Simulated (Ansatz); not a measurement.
Input

```
crystal:
  lattice:
    - [3.0137309686, 0.0, 0.0]
    - [-1.5068654843, 2.609967579, 0.0]
    - [0.0, 0.0, 4.606908018]
  atoms:
    - { symbol: Mg, position: [0.0, 0.0, 0.0] }
    - { symbol: H, position: [0.6666666667, 0.3333333333, 0.7982205417] }
    - { symbol: H, position: [0.3333333333, 0.6666666667, 0.2017794583] }
basis:
  ecutwfc: 420
kpoints:
  mp_grid: { grid: [12, 12, 6] }
hamiltonian:
  xc: pbe
scf:
  occupations: { method: gaussian, width: 0.02 }
output:
  forces: true
  stress: true
  eigenvalues: true
  write_density: true
  write_potential: true
  elf: true
  volumetric_format: npy
relax:
  adjacent_minimum: "off"
  f_tol: 0.01
  max_steps: 80
  cell: { stress_tol: 0.05 }
```

Launched as:

```sh
ansatz run input.yaml --threads 1 --pin off --max-ram 2560MiB --backend cpu --events-out ev --progress --plain --runs-dir out
```

Below, planes, directions and counts refer to the conventional cell (a = 3.02 Å, b = 3.02 Å, c = 5.23 Å, α = 90.00°, β = 90.00°, γ = 120.00°).

The fields are those of the relaxed geometry.

Space group P-3m1; a structure from a database of computed crystals, not necessarily the ambient phase; a generated structure, not necessarily the stable one.

All numbers below come from DFT PBE, scalar-relativistic, plane waves, PAW in Ansatz 0.2.0.

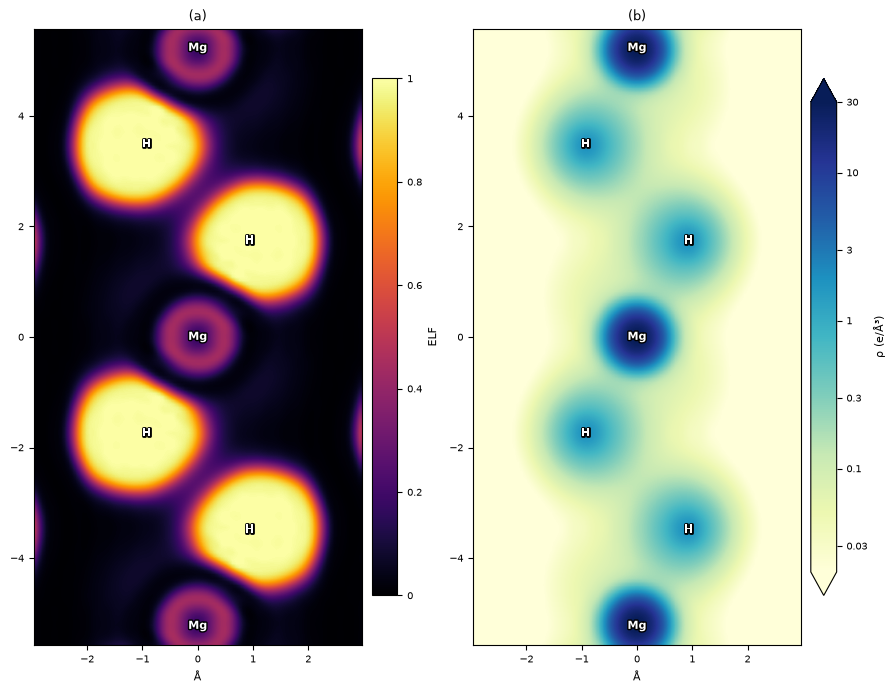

MgH₂. (a) electron localisation function; (b) valence pseudo-density on the (110) plane of the conventional cell.

The density is the valence pseudo-density of a PAW calculation; it isn't the true density close to the nuclei.

Question: What do the fields say about this system?

Answer:
- The plane passes through Mg and H nuclei.
- Mg–H (1.98 Å): ρ at the midpoint is about 0.2 e/Å³; the ELF climbs to about 1 towards the hydrogen; a hydride-like H with a filled shell, bound largely ionically.
- Between the atoms the lowest density in this plane is 0.004 e/Å³.

Question: Does the calculation give a band gap?

Answer: It is gapped, with a Kohn–Sham gap of 4.6 eV on the k-point mesh, an upper bound to the gap of this method.
